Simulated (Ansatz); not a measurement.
Consider LiH (Fm-3m).

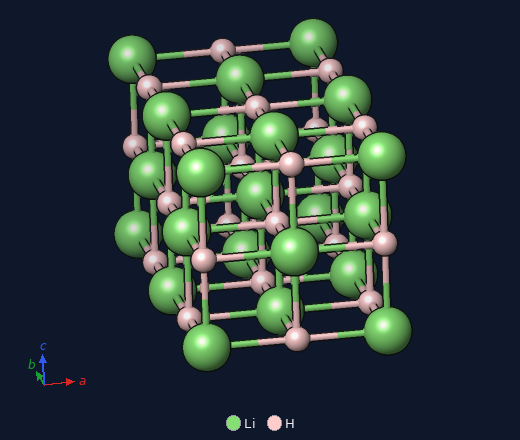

The structure (lithium green, hydrogen pink). 1×2×1 conventional cells are drawn. Some periodic images of atoms are drawn too.

The database entry behind the starting cell differs from later determinations by our own check (the deuteride, about 0.2 % short), so it need not match the best structure at ambient conditions.

```yaml
crystal:
  lattice:
    - [0.00000, 2.03675, 2.03675]
    - [2.03675, 0.00000, 2.03675]
    - [2.03675, 2.03675, 0.00000]
  atoms:
    - { symbol: Li, position: [0.00000, 0.00000, 0.00000] }
    - { symbol: H, position: [0.50000, 0.50000, 0.50000] }
```

The cell and positions come from the Crystallography Open Database and are kept as given unless a step says otherwise. PAW set soft_2, made with PBE.

Gaps computed with Ansatz 0.2.0 without a self-energy: LDA 2.66 eV and PBE 3.02 eV.

**Question.** What gap should G0W0 on PBE give (6×6×6 mesh, 108 empty bands, screening to 200 eV, default PAW files)?

About 4.89 eV: on its mesh the run moves the gap from 3.02 eV by +1.87 eV. Among the scalar-relativistic levels given, PBE is nearest (−1.87 eV). Bands and cutoff are finite, so the gap is not at the basis limit. The miss can reach some tenths of an eV and take either sign; the mesh is an error of its own.

[Paths, hosts, dates, memory and timing lines, banners, echoed tables and standing remarks are left out of the program output.]

[Logs are printed without paths, hosts, clocks, repeated set-up lines and the standing remarks that a program may print on its own settings, such as how far it seeks lower states.]

[Runs of the session that timed out or met a known fault of the program may be left out.]

[Cells called generated may have been cut or substituted from an entry of the Crystallography Open Database or the Materials Project.]

[Hosts, paths, dates, database ids (printed as entryN), source tags and the programs' standing remarks are cut or masked in the printed files.]
